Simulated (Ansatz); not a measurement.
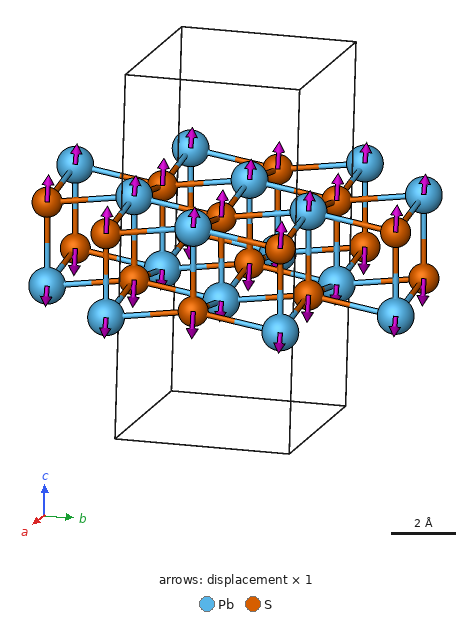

This is a relaxation of a crystal of PbS (set up in C2/m). The starting structure is drawn; purple arrows show the displacements (the part carried along by the change of the cell is left out), at their true length.

A ball-and-stick model of the conventional cell (2 times the calculation's cell), seen slightly off an axis. Lengths and directions refer to the drawn axes.

Theory: DFT PBE+D3(BJ), scalar-relativistic, plane waves, PAW in Ansatz.

The input:
```yaml
crystal:
  lattice:
    - [2.9405, -2.9, 0.0]
    - [2.9405, 2.9, 0.0]
    - [-1.08005, 0.0, 11.70929]
  atoms:
    - { symbol: Pb, position: [0.7756, 0.7756, 0.63638] }
    - { symbol: Pb, position: [0.2244, 0.2244, 0.36362] }
    - { symbol: S, position: [0.2684, 0.2684, 0.5986] }
    - { symbol: S, position: [0.7316, 0.7316, 0.4014] }
basis:
  ecutwfc: 420
kpoints:
  mp_grid: { grid: [8, 8, 4] }
hamiltonian:
  xc: pbe
  dispersion: d3bj
scf:
  occupations: { method: gaussian, width: 0.02 }
output:
  forces: true
  stress: true
  eigenvalues: true
  write_density: true
  write_potential: true
  elf: true
  volumetric_format: npy
relax:
  adjacent_minimum: "off"
  f_tol: 0.005
  max_steps: 80
  cell: { stress_tol: 0.05 }
```

Launched with:
```bash
ansatz run input.yaml --threads 1 --pin off --max-ram 2560MiB --backend cpu --events-out ev --progress --plain --runs-dir out
```

What did the optimiser do to the structure, and how much energy did it gain?

Answer. The energy falls by 187 meV per atom in 22 accepted moves (25 points after the start). The largest force component goes from 0.47 to 0.0019 eV/Å. Pressure: −0.36 GPa at the start and −0.01 GPa at the end. The line search rejected the trial steps at points 11, 21 of the run. At 1 point the geometry stayed and the basis and grid were re-selected for the new cell (energy shift of 0.3 meV per atom at most each time). The largest moves relative to the cell, 0.91 Å, are those of S3 and S4. S4 goes roughly along −c. By element the largest moves are S 0.91 Å, Pb 0.69 Å. The volume changes by −47.6 %, with a 5.881 → 5.929 Å (+0.8 %), b 5.800 → 5.929 Å (+2.2 %), c 11.759 → 5.950 Å (−49.4 %), β 95.3° → 90.0°. Near-neighbour distances that change, for instance: Pb1–S4 9.023 → 2.977 Å, Pb1–S4 (another image) 2.751 → 2.973 Å, Pb1–S3 2.934 → 2.965 Å, Pb1–S3 (another image) 2.975 → 2.965 Å. New bonds form: Pb1–S4 (9.02 → 2.98 Å), Pb2–S3 (9.02 → 2.98 Å). Among the angles between lasting bonds that change: Pb2–S4–Pb2 162.7° → 180.0°, S4–Pb2–S4 162.9° → 180.0°, Pb1–S4–Pb2 98.7° → 90.0°. The space group (tolerance 0.01 Å) goes from C2/m (No. 12) to I4/mmm (No. 139).
